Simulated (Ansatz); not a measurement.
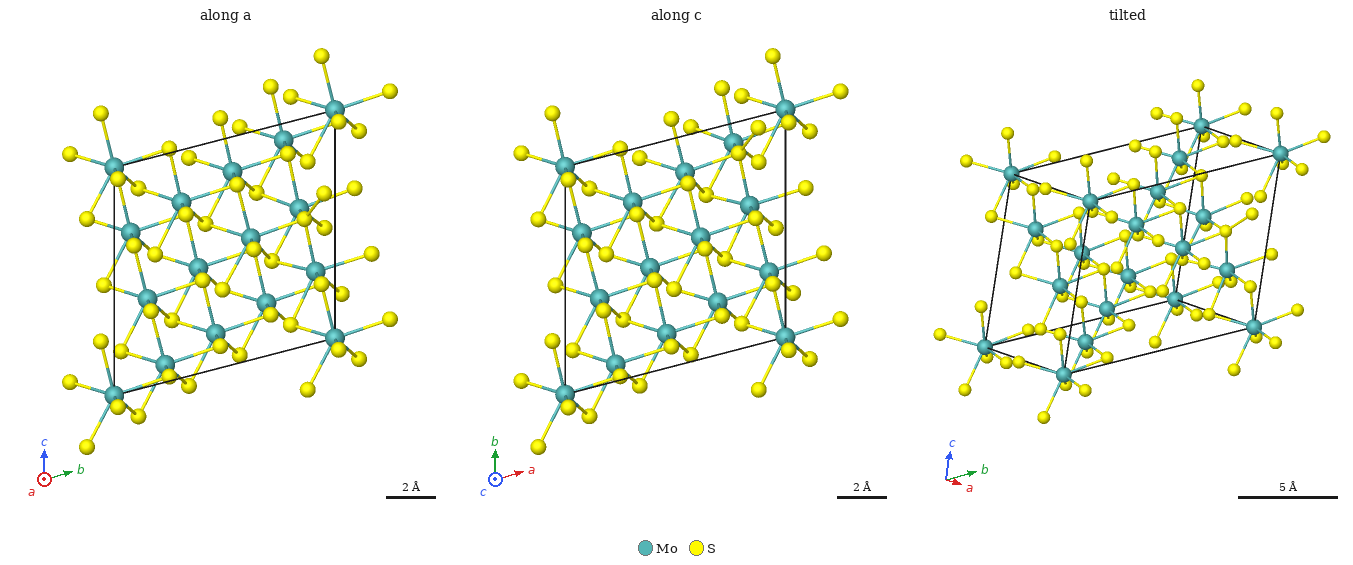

Ball-and-stick drawing of the structure, looking along the a axis, along the c axis and slightly off an axis. One simulation cell is framed, with atoms on its boundary repeated. Some atoms of the next cells are drawn as well. Cell: a = 9.965 Å, b = 9.965 Å, c = 9.965 Å, α = 70.38°, β = 70.38°, γ = 70.38°.

Give a description of the structure.

The solid is Mo₁₃S₂₇. It has 40 atoms to the cell (13 Mo, 27 S). Mo is linked to six S in a trigonal prismatic arrangement at about 2.4 Å. Not all metal-metal contacts are counted. The bonds build Mo13S27 layers parallel to (111).

The structure comes from a structure listed in the Materials Project, repeated into a supercell with a point defect put in. The atoms were relaxed in a fixed cell with DFT PBE, scalar-relativistic, plane waves, PAW in Ansatz.
